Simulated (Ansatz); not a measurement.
```xyz
8
Lattice="4.3314 0.0000 0.0000 0.0000 4.3314 0.0000 0.0000 0.0000 4.3314" Properties=species:S:1:pos:R:3 pbc="T T T"
Ti    0.0000    0.0000    0.0000
Ti    2.1657    2.1657    0.0000
Ti    2.1657    0.0000    2.1657
Ti    0.0000    2.1657    2.1657
C     2.1657    0.0000    0.0000
C     0.0000    2.1657    0.0000
C     0.0000    0.0000    2.1657
C     2.1657    2.1657    2.1657
```

Space group Fm-3m; a structure from a database of computed crystals, not necessarily the ambient phase; computed pressure about −7 GPa in this cell.

All numbers below come from Kohn-Sham DFT of a periodic cell, HISS, Ansatz PAW (Ansatz 0.2.0).

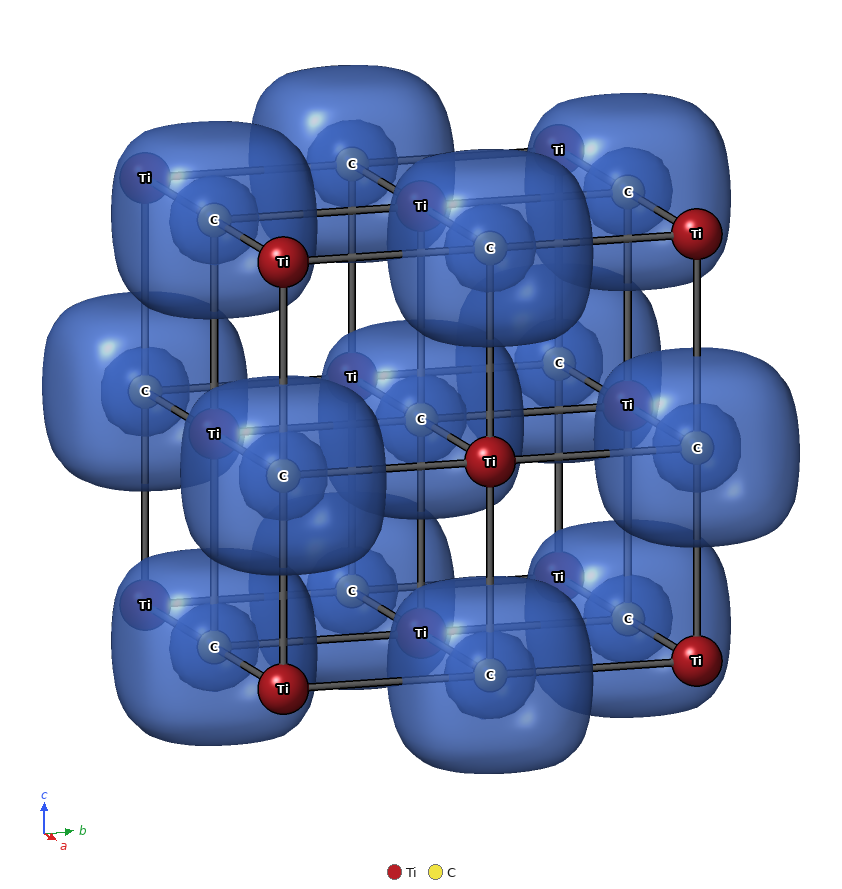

TiC. Isosurface of the ELF at 0.6 (blue), seen slightly off an axis. Only the valence region is drawn (cores and ρ < 0.01 e/Å³ removed). Sticks mark near contacts.

Core electrons are frozen (PAW), and the valence fields are smoothed inside the atomic spheres.

Q: Where are the electrons localised?

A: The ELF exceeds this value in four regions wrapped around C (the valence shell of each), counted in one cell of 8 atoms. Regions shared between cells count once.

Values along the shortest contacts:
Ti–C (2.17 Å): the ELF peaks at about 0.80 in the valence shell of C, 0.7 Å from its nucleus, and is about 0.30 at the midpoint.

Q: Does the calculation make it a metal, or give it a gap?

A: It is gapless in this calculation (a metal or semimetal).
